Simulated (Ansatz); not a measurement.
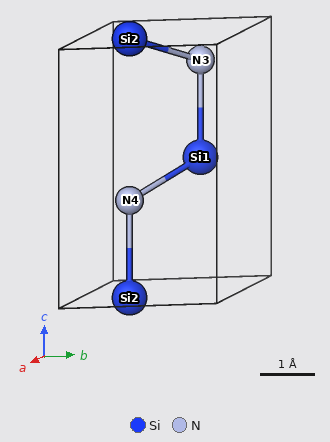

The input geometry (ball-and-stick view of the cell of the calculation, seen slightly off an axis; atoms are numbered from 1 in the order of the input).

Run report: SiN, single-point calculation

The run: single-point calculation of SiN (4 atoms in the cell). Method and program: DFT r2SCAN, scalar-relativistic, plane waves, PAW, spin-polarised (Ansatz 0.2.0).

The structure was made by swapping elements on the sites of another compound; it need not be a known phase. It belongs to a series of runs on one base structure; here: C -> N on all its sites, cell and atoms relaxed. Figures and captions count atoms from 1; the log counts them from 0 in places.

What the program printed:
```
Engine: ansatz 0.2.0, x86_64-unknown-linux-gnu
Pseudopotentials: kind: paw
Pseudopotential: Si, paw, valence charge 4, recommended cutoff 500 eV (meta_gga), Si.paw.azcp
Pseudopotential: N, paw, valence charge 5, recommended cutoff 500 eV (meta_gga), N.paw.azcp
Functional definition: r2SCAN
  parameter k0 = 0.174
  parameter k1 = 0.065
  parameter a1 = 4.9479
  exchange = r2scan_x(k0 = k0, k1 = k1, a1 = a1)
  correlation = r2scan_c
Crystal: 4 atoms, lattice volume = 39.285 Å³
Basis set: ecut = 500 eV, 1003 PW (Γ), exchange–correlation on 96×96×160 points (64 copies of the dense FFT grid, shifted against one another)
Bands: 14, of which v1, the nominal top of the filled ones, is band 9 counted from 1 (8 counted from 0)
Symmetry: 12 space group operations
Space group: P63mc (ITA 186), of the structure as read, at distance tolerance 3.4e-5 Å
Magnetic group: BNS 186.203 (UNI 1433), of the structure as read, at distance tolerance 3.4e-5 Å
k-points: 21 of 144 (time reversal used)
Non-local potential: Si, projectors of the file, l = 0: 2, l = 1: 2, l = 2: 2
Non-local potential: N, projectors of the file, l = 0: 2, l = 1: 2, l = 2: 1
PAW form: soft (Blöchl's): semilocal exchange-correlation on the pseudo side does not see the compensation charge
PAW frozen core: Si, regenerated for the run's functional (the file was generated under x = pbe(κ = 0.804, μ = 0.2195149727645171), c = pbe(β = 0.06672455060314922))
PAW frozen core: N, regenerated for the run's functional (the file was generated under x = pbe(κ = 0.804, μ = 0.2195149727645171), c = pbe(β = 0.06672455060314922))
PAW one-centre angular grid: Si, 302 points (default); XC on 160 Gauss nodes
PAW one-centre angular grid: N, 302 points (default); XC on 160 Gauss nodes
Initial density: superposition of atomic densities (chi_scale 0.1, normalization cell, long waves kept (reshape's long-wave potential 0.00 eV rms))
Starting moments: Σ|m| = 2 μB on 2 of 4 sites
Initial wavefunctions: pseudopotential atomic-orbital guess
Functional: x = r2scan, c = r2scan; τ floored in thin density (d = 2e-4 eV/Å³)
SCF iter   1: F=-2045.019896 eV  HF=-2047.192604 eV  |F-HF|=2.17e0  |Δ(HF+E_count)|=         —  Δρ=8.77e-2 (↑3.17e-2 ↓8.77e-2)  dr2=4.46e0  dr2_τ=1.95e-1  dr2_m=6.20e-1  M=0.411 μB ∫|m|=0.510 μB  β_m=0.30  ethr=3.10e-3  ⟨swp⟩=5.5  Hψ=3664  notcnv=0
preconditioner: auto → none  [metal: Δε(μ)=0.089 eV  Ē_g=15.068 eV  σ=0.100 eV  W_gap=0.46  n_scr=2 (ndim 8)  ℏωp=25.1 eV  f_vac=0.000  D(μ)=2.10/eV (n_scr^D=22)  sad-step TF]
SCF iter   2: F=-2046.487676 eV  HF=-2046.925679 eV  |F-HF|=4.38e-1  |Δ(HF+E_count)|=   2.67e-1  Δρ=5.79e-2 (↑2.64e-2 ↓5.79e-2)  dr2=1.55e0  dr2_τ=1.22e-2  dr2_m=3.79e-1  M=0.285 μB ∫|m|=0.385 μB  β_m=0.30  ethr=3.10e-3  ⟨swp⟩=2.2  Hψ=1636  notcnv=0  defer=24  κ⁻¹=1.0e0(r=1)
SCF iter   3: F=-2047.077438 eV  HF=-2046.881017 eV  |F-HF|=1.96e-1  |Δ(HF+E_count)|=   4.47e-2  Δρ=2.98e-2 (↑2.98e-2 ↓2.67e-2)  dr2=1.20e-1  dr2_τ=1.19e-2  dr2_m=2.24e-1  M=0.237 μB ∫|m|=0.314 μB  β_m=0.30  ethr=3.10e-3  ⟨swp⟩=2.2  Hψ=1270  notcnv=0  defer=24  κ⁻¹=8.4e-3(r=2)
SCF iter   4: F=-2047.104176 eV  HF=-2047.007919 eV  |F-HF|=9.63e-2  |Δ(HF+E_count)|=   1.27e-1  Δρ=2.03e-2 (↑2.03e-2 ↓1.86e-2)  dr2=4.51e-3  dr2_τ=1.40e-3  dr2_m=1.34e-1  M=0.170 μB ∫|m|=0.252 μB  β_m=0.30  ethr=6.67e-4  ⟨swp⟩=2.9  Hψ=1407  notcnv=0  defer=25  κ⁻¹=3.3e-4(r=3)
SCF iter   5: F=-2047.118616 eV  HF=-2047.060251 eV  |F-HF|=5.84e-2  |Δ(HF+E_count)|=   5.23e-2  Δρ=1.54e-2 (↑1.51e-2 ↓1.54e-2)  dr2=2.91e-4  dr2_τ=8.73e-4  dr2_m=8.37e-2  M=0.113 μB ∫|m|=0.202 μB  β_m=0.30  ethr=2.51e-5  ⟨swp⟩=2.0  Hψ=1090  notcnv=0  defer=25  κ⁻¹=3.2e-5(r=4)
SCF iter   6: F=-2047.127279 eV  HF=-2047.091094 eV  |F-HF|=3.62e-2  |Δ(HF+E_count)|=   3.08e-2  Δρ=1.21e-2 (↑1.21e-2 ↓1.20e-2)  dr2=6.65e-5  dr2_τ=5.69e-4  dr2_m=5.25e-2  M=0.072 μB ∫|m|=0.165 μB  β_m=0.30  ethr=1.62e-6  ⟨swp⟩=2.6  Hψ=1284  notcnv=0  defer=25  κ⁻¹=2.1e-6(r=5)
SCF iter   7: F=-2047.132634 eV  HF=-2047.110203 eV  |F-HF|=2.24e-2  |Δ(HF+E_count)|=   1.91e-2  Δρ=9.56e-3 (↑9.51e-3 ↓9.56e-3)  dr2=1.83e-5  dr2_τ=3.67e-4  dr2_m=3.27e-2  M=0.044 μB ∫|m|=0.137 μB  β_m=0.34  ethr=3.70e-7  ⟨swp⟩=3.3  Hψ=1280  notcnv=0  defer=25
Mixer restart at iter 7: flushing history
spin-set hold released at iteration 7 (site moments contracting): the magnetisation degrees of freedom join the quasi-Newton model from the next iteration; the mixer history was flushed
SCF iter   8: F=-2047.136169 eV  HF=-2047.123501 eV  |F-HF|=1.27e-2  |Δ(HF+E_count)|=   1.33e-2  Δρ=7.29e-3 (↑7.11e-3 ↓7.29e-3)  dr2=4.33e-5  dr2_τ=2.29e-4  dr2_m=1.87e-2  M=0.025 μB ∫|m|=0.111 μB  β_m=0.56  ethr=1.02e-7  ⟨swp⟩=3.0  Hψ=1325  notcnv=0  defer=25  κ⁻¹=1.0e0(r=1)
SCF iter   9: F=-2047.140869 eV  HF=-2047.140325 eV  |F-HF|=5.44e-4  |Δ(HF+E_count)|=   1.68e-2  Δρ=7.84e-4 (↑7.84e-4 ↓7.41e-4)  dr2=1.24e-5  dr2_τ=5.00e-6  dr2_m=2.06e-4  M=-0.002 μB ∫|m|=0.022 μB  β_m=0.30  ethr=1.02e-7  ⟨swp⟩=4.8  Hψ=1745  notcnv=0  defer=25  κ⁻¹=1.9e-3(r=2)
SCF iter  10: F=-2047.140911 eV  HF=-2047.140586 eV  |F-HF|=3.25e-4  |Δ(HF+E_count)|=   2.61e-4  Δρ=5.31e-4 (↑5.31e-4 ↓5.27e-4)  dr2=1.40e-6  dr2_τ=1.75e-6  dr2_m=1.00e-4  M=-0.001 μB ∫|m|=0.022 μB  β_m=0.30  ethr=6.87e-8  ⟨swp⟩=2.0  Hψ=977  notcnv=0  defer=25  κ⁻¹=1.2e-3(r=3)
SCF iter  11: F=-2047.141033 eV  HF=-2047.140986 eV  |F-HF|=4.63e-5  |Δ(HF+E_count)|=   4.00e-4  Δρ=2.27e-4 (↑1.83e-4 ↓2.27e-4)  dr2=8.80e-7  dr2_τ=1.00e-6  dr2_m=1.51e-5  M=-0.000 μB ∫|m|=0.009 μB  β_m=0.53  ethr=7.77e-9  ⟨swp⟩=3.0  Hψ=1330  notcnv=0  defer=25  κ⁻¹=1.9e-4(r=4)
SCF iter  12: F=-2047.141056 eV  HF=-2047.141048 eV  |F-HF|=7.34e-6  |Δ(HF+E_count)|=   6.20e-5  Δρ=6.91e-5 (↑6.91e-5 ↓6.75e-5)  dr2=6.39e-8  dr2_τ=2.08e-8  dr2_m=1.66e-6  M=-0.000 μB ∫|m|=0.003 μB  β_m=1.20  ethr=5.56e-10  ⟨swp⟩=6.2  Hψ=3894  notcnv=0  κ⁻¹=4.6e-5(r=5)
SCF iter  13: F=-2047.141059 eV  HF=-2047.141059 eV  |F-HF|=9.66e-8  |Δ(HF+E_count)|=   1.06e-5  Δρ=2.52e-5 (↑2.17e-5 ↓2.52e-5)  dr2=6.09e-8  dr2_τ=1.15e-8  dr2_m=1.82e-7  M=-0.000 μB ∫|m|=0.000 μB  β_m=1.20  ethr=3.55e-10  ⟨swp⟩=7.0  Hψ=3208  notcnv=0  κ⁻¹=7.8e-6(r=6)
SCF iter  14: F=-2047.141059 eV  HF=-2047.141059 eV  |F-HF|=2.56e-7  |Δ(HF+E_count)|=   2.85e-7  Δρ=8.34e-6 (↑7.53e-6 ↓8.34e-6)  dr2=1.16e-8  dr2_τ=1.29e-9  dr2_m=1.92e-8  M=-0.000 μB ∫|m|=0.000 μB  β_m=1.20  ethr=3.38e-10  ⟨swp⟩=5.1  Hψ=2652  notcnv=0  κ⁻¹=2.6e-7(r=7)
iter 15 did not close the SCF: its close was put off for a magnetic moment that had not settled (scf_convergence_deferred on its scf_iter line)
SCF iter  15: F=-2047.141059 eV  HF=-2047.141059 eV  |F-HF|=1.04e-7  |Δ(HF+E_count)|=   1.27e-7  Δρ=3.25e-6 (↑3.25e-6 ↓3.20e-6)  dr2=3.10e-9  dr2_τ=1.98e-10  dr2_m=2.67e-9  M=-0.000 μB ∫|m|=0.000 μB  β_m=0.50  ethr=6.43e-11  ⟨swp⟩=3.8  Hψ=1696  notcnv=0  κ⁻¹=2.0e-8(r=8)
iter 16 did not close the SCF: its close was put off for a magnetic moment that had not settled (scf_convergence_deferred on its scf_iter line)
SCF iter  16: F=-2047.141059 eV  HF=-2047.141059 eV  |F-HF|=7.66e-10  |Δ(HF+E_count)|=   9.16e-8  Δρ=8.95e-7 (↑4.97e-7 ↓8.95e-7)  dr2=1.69e-10  dr2_τ=4.85e-12  dr2_m=1.12e-10  M=0.000 μB ∫|m|=0.000 μB  β_m=0.43  ethr=1.72e-11  ⟨swp⟩=1.3  Hψ=2014  notcnv=0  κ⁻¹=1.7e-9(r=8)
iter 17 did not close the SCF: its close was put off for a magnetic moment that had not settled (scf_convergence_deferred on its scf_iter line)
SCF iter  17: F=-2047.141059 eV  HF=-2047.141059 eV  |F-HF|=3.80e-10  |Δ(HF+E_count)|=  1.25e-10  Δρ=3.30e-7 (↑2.27e-7 ↓3.30e-7)  dr2=1.69e-11  dr2_τ=4.44e-13  dr2_m=2.15e-11  M=0.000 μB ∫|m|=0.000 μB  β_m=0.46  ethr=1.00e-12  ⟨swp⟩=1.0  Hψ=1970  notcnv=0  κ⁻¹=6.0e-8(r=8)
SCF iter  18: F=-2047.141059 eV  HF=-2047.141059 eV  |F-HF|=1.16e-11  |Δ(HF+E_count)|=  4.91e-10  Δρ=1.06e-7 (↑7.96e-8 ↓1.06e-7)  dr2=1.14e-12  dr2_τ=7.62e-14  dr2_m=2.72e-12  M=0.000 μB ∫|m|=0.000 μB  ethr=1.00e-12  ⟨swp⟩=1.0  Hψ=1700  notcnv=0
WARN: the starting moments were not kept: the SCF closed with an absolute magnetisation of 3.4e-6 μB, where they sum to 2 μB in size (2 sites). That is at most 0.1 of that sum. Measured as dr2_m measures the in/out step, that magnetisation stands 1.3e-12 eV from none, at or under the dr2_threshold of 1.0e-7 eV: it is no larger than a step whose dr2_m would equal this threshold. The system may hold no moment; this SCF shows only that its start led to no more than that. To try another start: raise the starting moments (crystal.atoms[].spin, magnetization.per_species, magnetization.initial_magnetization, or on a non-collinear deck that types none of these the spinor_matrix: blocks that start its atoms; where the total moment is fixed, keep their sum and leave initial_magnetization as it is; typed ones take the place of any that the run laid by itself, positive ones on a crystal's lanthanoids without a Hubbard term where scf.initial_density.shell_occupations: [] is typed) or, if the notice of its spin-set hold's release reads "site moments contracting" or "site moments show no strong build", lengthen the hold (scf.mixing.spin_hold: { on: { confirm: 4 } }; for m-r²SCAN on two components see the key's manual first). Each may lead to a state that holds a moment. A second SCF, from the converged charge density, with the starting moments and any scf.initial_density.shell_occupations laid on it anew, would have followed, and was not run: the deck does not ask for one (magnetization.retry_lost_moments is false, the default). To let it run, set magnetization.retry_lost_moments: true and run the deck again, where that key's refused combinations let it; where memory then withholds it, that run's warning says so.
SCF 1 converged in 18 iterations: F = -2047.141059 eV  dr2 = 1.14e-12
  greatest PAW one-centre occupation: 0.818 electrons in one spin orbital (limit 2), on the N atom at site 3 (counted from 0), in its partial waves of l = 0
```

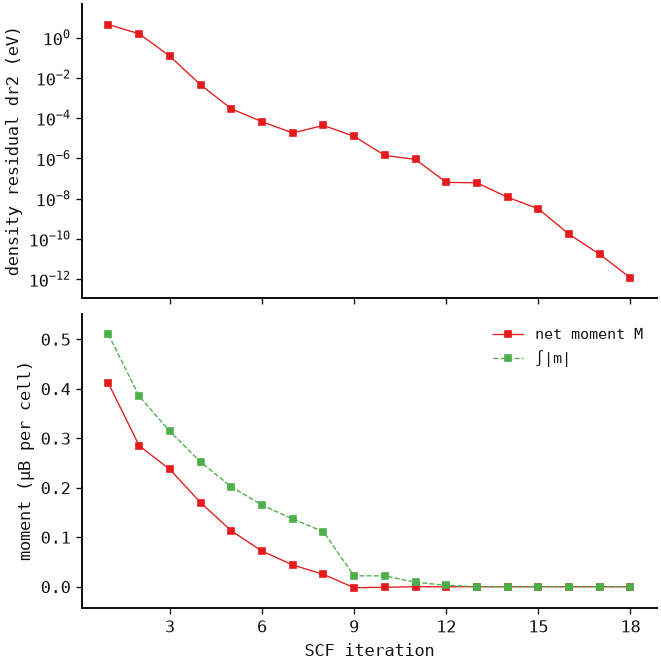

Convergence of the self-consistent field: density residual dr2 and magnetic moment against the SCF iteration. The residual comes down, with one marked jump up, by a factor of about 2.5, at step 8. The net moment goes from 0.4 to 0.0 μB per cell, and ∫|m| falls to zero.

```
this state was not tested for a lower state beside it, because the mixer in use, unlike msr1, does not test its closes by its own steps (another_mixer; see scf.mixing.algorithm and scf.lower_state_search)
SCF converged after 18 iterations
Magnetization: 0.0000 μB (9.0000 up, 9.0000 down)
Absolute magnetization: 0.0000 μB (∫|ρ↑−ρ↓|, with the PAW one-centre terms)
Spin contamination: 0.0000 ħ² per cell (⟨S²⟩ above its minimum at these occupations)
Per-site moments (μB) at R_I (Å): [(-3.2324456571429534e-8, 0.7635944620434927), (-3.2324456555500445e-8, 0.7635944620434928), (-4.559793022888327e-8, 0.7635944620434928), (-4.5597930213861486e-8, 0.7635944620434927)]
Free energy (F): -2047.141059 eV
Harris-Foulkes:  -2047.141059 eV  (|F-HF|=1.16e-11)
Internal energy: -2047.139871 eV  (E = F + TS)
E sigma→0 (E₀):  -2047.140465 eV
Entropy (-TS):   -0.001188 eV (-0.297 meV/atom)
Fermi energy:    13.878894 eV
--- Per-component energies (eV) ---
  E_band       = 46.717655
  E_kinetic    = 357.346130
  E_local      = -416.558932  (includes V_loc(G=0)·N_el)
  E_nonlocal   = 135.810359
  E_hartree    = 137.354076
  E_xc         = -226.111631
  E_vxc        = -276.058064  (∫ρ·V_xc dr)
  E_paw        = -1295.982746  (= ΣΔE_a)
  E_vpaw       = -43.588155  (= ΣTr[D̂ρ^β])
  E_aug_tail   = 0.000048  (compensation charges beyond the density's cutoff)
  E_vtau       = 15.058109  (kinetic-family band-sum trace: ∫τ·v_τ [+ j·A + Jᵃ·Aᵃ] dr)
  E_ewald      = -738.785181
  E_core_change = -0.211995  (= ΣΔE_core)
  E_smearing   = -0.001188  (= −TS)
  E_closure    = -0.000000  (closes the sum)
  Σ components = -2047.141059   (vs F -2047.141059, Δ=0.00e0)
--- Forces (eV/Å), atoms counted from 1 ---
  atom   1  Si     0.00000000     0.00000000     1.34222664
  atom   2  Si    -0.00000000    -0.00000000     1.34222664
  atom   3  N      0.00000000     0.00000000    -1.34221190
  atom   4  N     -0.00000000    -0.00000000    -1.34221190
  max |Σ_I F_I| component: 2.95e-5 eV/Å
--- Stress (GPa, compression-positive) ---
       -7.801811       0.000000      -0.000000
        0.000000      -7.801811      -0.000000
        0.000000      -0.000000      18.955421
  P = ⅓ Tr σ = 1.1173 GPa (11.173 kbar)
--- Band table (eV; the first three rows and the last of 42) ---
  k-point 0 ↑: bands = ["-9.5109", "-7.0263", "-0.0091", "6.2994", "6.2994", "7.2067", "7.2067", "7.2130", "11.8609", "13.4794", "17.8326", "17.8326", "18.5678", "19.1228"]
  k-point 1 ↑: bands = ["-9.2474", "-7.5517", "0.9642", "5.7397", "6.4225", "6.4225", "7.0634", "7.0634", "12.9932", "13.7334", "17.8189", "17.9171", "17.9171", "18.4651"]
  k-point 2 ↑: bands = ["-8.5133", "-8.5133", "3.1976", "3.1976", "6.7328", "6.7328", "6.7328", "6.7328", "14.0470", "14.0470", "17.4009", "17.4009", "18.3909", "18.3909"]
  k-point 20 ↓: bands = ["-6.3443", "-6.3443", "1.0134", "1.0134", "2.8803", "2.8803", "6.0187", "6.0187", "14.8331", "14.8331", "15.3770", "15.3770", "19.0904", "19.0904"]
--- Löwdin populations: 4 sites ---
  site symbol       q [e]    m [muB]
     0     Si      2.9362     0.0000
     1     Si      2.9362     0.0000
     2      N      5.8598    -0.0000
     3      N      5.8598    -0.0000
  spilling = 0.022663 (of n_electrons = 18.000000)
```

File populations.tsv:
```
# site	symbol	l	j	q_up	q_dn
# orbitals = lowdin
# n_electrons = 18.000000
# spilling = 0.022663
0	Si	0_3S	-	0.452329	0.452329
0	Si	1_3P	-	1.015787	1.015787
1	Si	0_3S	-	0.452329	0.452329
1	Si	1_3P	-	1.015787	1.015787
2	N	0_2S	-	0.769992	0.769992
2	N	1_2P	-	2.159907	2.159907
3	N	0_2S	-	0.769992	0.769992
3	N	1_2P	-	2.159907	2.159907
```

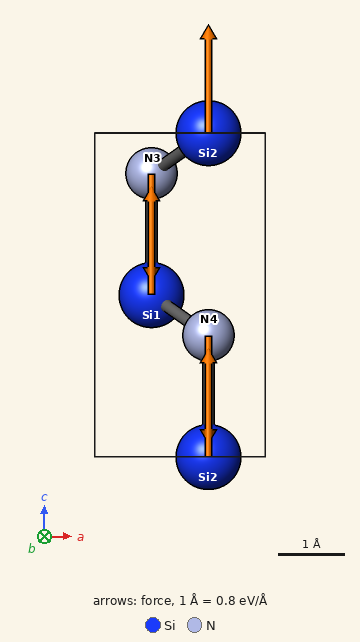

Forces on the atoms as orange arrows (ball-and-stick view of the cell of the calculation, along the b axis; atoms are numbered from 1 in the order of the input). The largest act on Si1, Si2 (1.34 eV/Å); N3, N4 (1.34 eV/Å). The geometry is not a stationary point of this energy.

This output came from the following input.

The input:
```yaml
crystal:
  lattice:
    - [3.0232833814, 0.0, 0.0]
    - [-1.5116416907, 2.6182402111, 0.0]
    - [0.0, 0.0, 4.962955646]
  atoms:
    - { symbol: Si, position: [0.3333333333, 0.6666666667, 0.4996013827] }
    - { symbol: Si, position: [0.6666666667, 0.3333333333, 0.9996013827] }
    - { symbol: "N", position: [0.3333333333, 0.6666666667, 0.8753986173], spin: 1.0 }
    - { symbol: "N", position: [0.6666666667, 0.3333333333, 0.3753986173], spin: 1.0 }
basis:
  ecutwfc: 500
kpoints:
  mp_grid: { grid: [6, 6, 4] }
hamiltonian:
  xc: r2scan
scf:
  occupations: { method: gaussian, width: 0.1 }
  lower_state_search: "off"
output:
  forces: true
  stress: true
  eigenvalues: true
  populations: true
magnetization:
  spin_polarized: true
```

Run as:
```bash
ansatz run input.yaml --threads 1 --pin off --max-ram 2560MiB --backend cpu --events-out ev --progress --plain --runs-dir out
```

Summary:

```json
{"quantity": "outcome", "value": "converged"}
{"quantity": "space group (tolerance 0.01 Å)", "value": "P6₃mc (186)"}
{"quantity": "electrons treated", "value": "18"}
{"quantity": "free energy", "value": "−2047.1411 eV"}
{"quantity": "Fermi energy", "value": "13.879 eV"}
{"quantity": "gap on the k-point mesh", "value": "none (metallic)"}
{"quantity": "net moment of the cell", "value": "0.00 μB"}
{"quantity": "integrated absolute moment", "value": "0.00 μB"}
{"quantity": "pressure", "value": "1.12 GPa"}
{"quantity": "largest force (length of the vector)", "value": "1.342 eV/Å"}
{"quantity": "hardware", "value": "1 thread of Oxide Virtual Turin-like (Zen 5), 32 GiB of memory available, shared host"}
{"quantity": "wall time", "value": "18 s"}
{"quantity": "peak memory", "value": "0.45 GiB"}
```

The electronic state found may not be the lowest one. The program warns: some starting moments were not kept; the state was not tested for a lower one.
